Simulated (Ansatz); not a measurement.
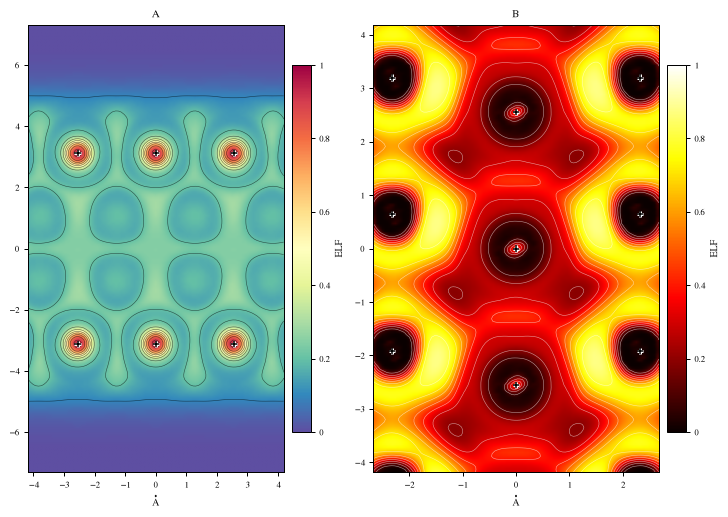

The electron localisation function of 2 systems, each on a plane through atoms (crosses mark nuclei in the plane).

The calculation used DFT PBE, scalar-relativistic, plane waves, PAW in Ansatz 0.2.0.

System 1: GaP, the (010) plane of the conventional cell. Space group I-4m2; a generated structure, not necessarily the stable one; computed pressure about 24 GPa in this cell.

System 2: Cu (slab), the (100) plane of the calculation cell, a cut from vacuum to vacuum. Computed without spin polarisation.

```
Cu
1.0
     7.66857    0.00000    0.00000
     3.83429    6.64118    0.00000
     0.00000    0.00000   23.26136
Cu
36
Direct
  0.00000 0.00000 0.36541
  0.33333 0.00000 0.36541
  0.66667 0.00000 0.36541
  0.00000 0.33333 0.36541
  0.33333 0.33333 0.36541
  0.66667 0.33333 0.36541
  0.00000 0.66667 0.36541
  0.33333 0.66667 0.36541
  0.66667 0.66667 0.36541
  0.11111 0.11111 0.45514
  0.44444 0.11111 0.45514
  0.77778 0.11111 0.45514
  0.11111 0.44444 0.45514
  0.44444 0.44444 0.45514
  0.77778 0.44444 0.45514
  0.11111 0.77778 0.45514
  0.44444 0.77778 0.45514
  0.77778 0.77778 0.45514
  0.88889 0.22222 0.54425
  0.22222 0.22222 0.54425
  0.55556 0.22222 0.54425
  0.88889 0.55556 0.54425
  0.22222 0.55556 0.54425
  0.55556 0.55556 0.54425
  0.88889 0.88889 0.54425
  0.22222 0.88889 0.54425
  0.55556 0.88889 0.54425
  0.00000 0.00000 0.63345
  0.33333 0.00000 0.63345
  0.66667 0.00000 0.63345
  0.00000 0.33333 0.63345
  0.33333 0.33333 0.63345
  0.66667 0.33333 0.63345
  0.00000 0.66667 0.63345
  0.33333 0.66667 0.63345
  0.66667 0.66667 0.63345
```

> Which map belongs to which system?

Panel A is system 2, Cu: the plane holds Cu. Cu–Cu (2.56 Å): the ELF is about 0.25 at the midpoint: no shared electron pair shows on this line. Panel B is system 1, GaP: the plane holds Ga and P. Ga–P (2.41 Å): the ELF peaks at about 0.90 in the valence shell of P, 0.8 Å from its nucleus, and is about 0.65 at the midpoint.
